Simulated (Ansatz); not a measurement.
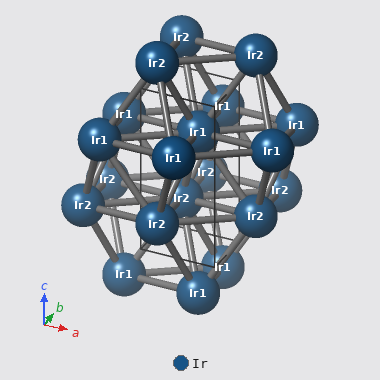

The system is Ir (P6_3/mmc, No. 194; 2 atoms in the cell); the picture shows the reference structure. The energy is mapped over the lattice constants a and c of the conventional cell. The first coordinate is: lattice constant a (and b); the second: lattice constant c. Nothing is relaxed (symmetry fixes all fractional coordinates). Grid: 7 × 7 points. Points are written as (first, second). Energies are in meV/atom, from the lowest grid point. Theory: DFT PBE, scalar-relativistic, plane waves, PAW (Ansatz). Settings: cutoff 420 eV, k-mesh 18×18×10 in the order of the run's cell vectors, gaussian smearing 0.15 eV, no spin polarisation.

Its coordinates:

```xyz
2
Lattice="2.7478 0.0000 0.0000 -1.3739 2.3797 0.0000 0.0000 0.0000 4.4530" Properties=species:S:1:pos:R:3 pbc="T T T"
Ir    1.3739    0.7932    3.3397
Ir    0.0000    1.5864    1.1132
```

The input of one point:

```yaml
crystal:
  lattice:
    - [2.7478111495, 0.0, 0.0]
    - [-1.3739055747, 2.3796742603, 0.0]
    - [0.0, 0.0, 4.4529609382]
  atoms:
    - { symbol: Ir, position: [0.6666666667, 0.3333333333, 0.75] }
    - { symbol: Ir, position: [0.3333333333, 0.6666666667, 0.25] }
basis:
  ecutwfc: 420
kpoints:
  mp_grid: { grid: [18, 18, 10] }
hamiltonian:
  xc: pbe
  pseudopotentials: { kind: paw, azcp: { folder: soft_1 } }
scf:
  occupations: { method: gaussian, width: 0.15 }
output:
  forces: true
  stress: true
  eigenvalues: true
  write_density: true
  write_potential: true
  elf: true
  volumetric_format: npy
```

Range: lattice constant a (and b) from 2.555 to 2.940 Å; lattice constant c from 4.230 to 4.676 Å.

What will the energy surface look like?

Answer. The lowest grid point is at (2.748 Å, 4.453 Å). No other kind of well shows on this grid. The highest grid point, (2.555 Å, 4.230 Å), lies 746 meV/atom above the lowest. Round the minimum the valley is somewhat tilted: raising lattice constant a (and b) shifts the best value of lattice constant c downwards (coupling k₁₂/√(k₁₁k₂₂) about 0.5).

```csv
"lattice constant c ↓, lattice constant a (and b) →",2.555,2.620,2.684,2.748,2.812,2.876,2.940
4.676,378,152,55,57,133,264,437
4.601,391,150,38,27,90,211,374
4.527,420,162,34,7,57,166,319
4.453,468,190,43,0,36,132,272
4.379,536,236,69,8,28,109,234
4.304,628,303,115,34,36,99,208
4.230,746,394,183,80,60,103,194
```

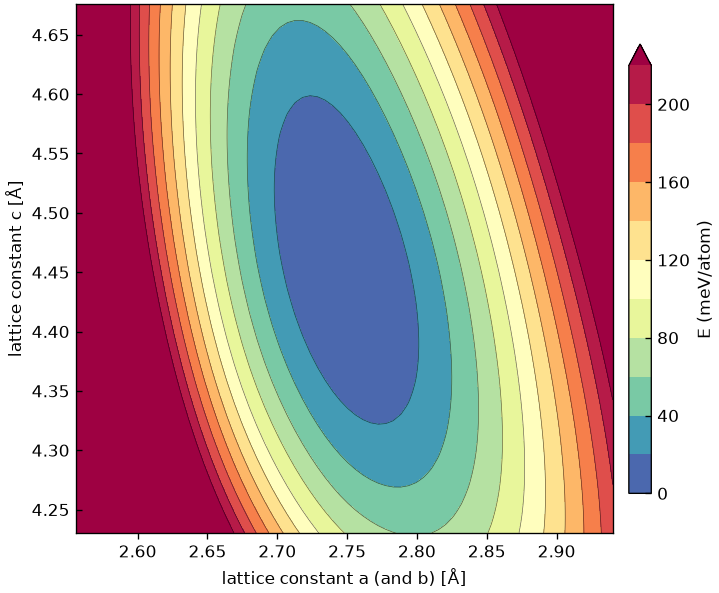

Drawn: filled contours, one colour for all values above the top of the scale. Between grid points the surface is interpolated.

Each point was launched as `ansatz run input.yaml --threads 1 --pin off --max-ram 2048MiB --backend cpu --events-out ev --progress --plain --runs-dir out`. The whole map (49 points run) took 9.3 min on 1 thread of Arm Neoverse N1, with other jobs on the host.
